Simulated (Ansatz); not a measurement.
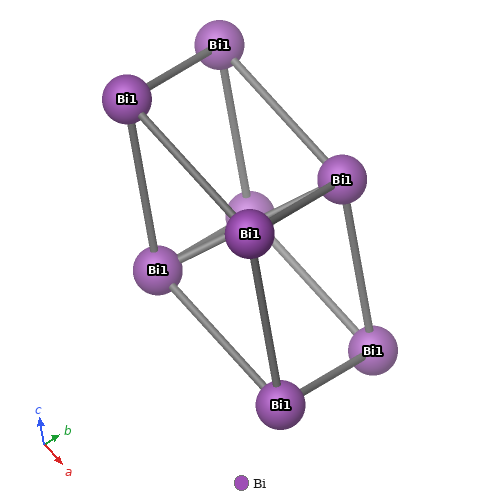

Two computed energy maps of cells of Bi. The picture above is the structure of the first map.

Map 1

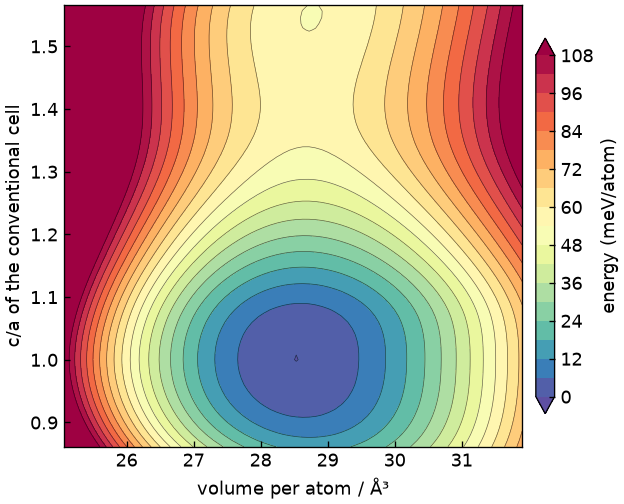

Bi (Im-3m, No. 229; 1 atom in the cell). The energy is mapped over volume and the cell's shape. The first coordinate is: volume per atom; the second: c/a of the conventional cell. Nothing is relaxed (symmetry fixes all fractional coordinates). The grid has 7 × 9 points. Points are written as (first, second). Energies: meV/atom, counted from the lowest grid point. Computed with Ansatz, DFT PBEsol+D3(BJ), scalar-relativistic, plane waves, PAW. Settings: cutoff 420 eV, k-mesh 18×18×18, gaussian smearing 0.15 eV, no spin polarisation.

Drawn: filled contours, one colour for all values above the top of the scale. Between grid points the surface is interpolated.

Map 2

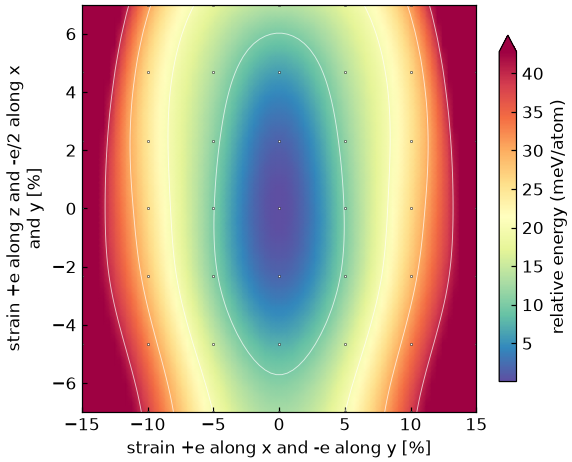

Bi (Im-3m, No. 229; 1 atom in the cell). 
- The energy is mapped over two homogeneous strains (x, y and z along the cube axes).
- The first coordinate is: strain +e along x and -e along y; the second: strain +e along z and -e/2 along x and y.
- Nothing is relaxed (symmetry fixes all fractional coordinates).
- Grid: 7 × 7 points; 28 points were computed and 21 follow by symmetry.
- Points are written as (first, second).
- All energies are given in meV/atom relative to the lowest grid point.
- This map comes from DFT PBEsol+D3(BJ), scalar-relativistic, plane waves, PAW in Ansatz. Settings: cutoff 420 eV, k-mesh 16×16×16, gaussian smearing 0.15 eV, no spin polarisation.

The picture shows a smooth colour map with a few white contour lines, dots at the grid points, one colour for all values above the top of the scale. Between grid points the surface is interpolated.

Question: What does each map show?

Answer: Map 1: The lowest grid point is at (28.48 Å³, 1.000) [bcc]. No other kind of well shows on this grid. The highest grid point, (25.07 Å³, 1.566), lies 185 meV/atom above the lowest.
Map 2: The lowest grid point is at (0 %, 0.00 %). It is the only kind of minimum in the scanned range. The highest grid point, (−15 %, 7.00 %), lies 93.5 meV/atom above the lowest. Round the minimum the two coordinates are nearly uncoupled.

Question: Maps 1, 2 start from a relaxed reference structure. Do they show a way to lower its energy?

Answer: No. In each of them the reference is the lowest point, within the accuracy of the grid, so it is stable against the distortions scanned (other distortions weren't tried).
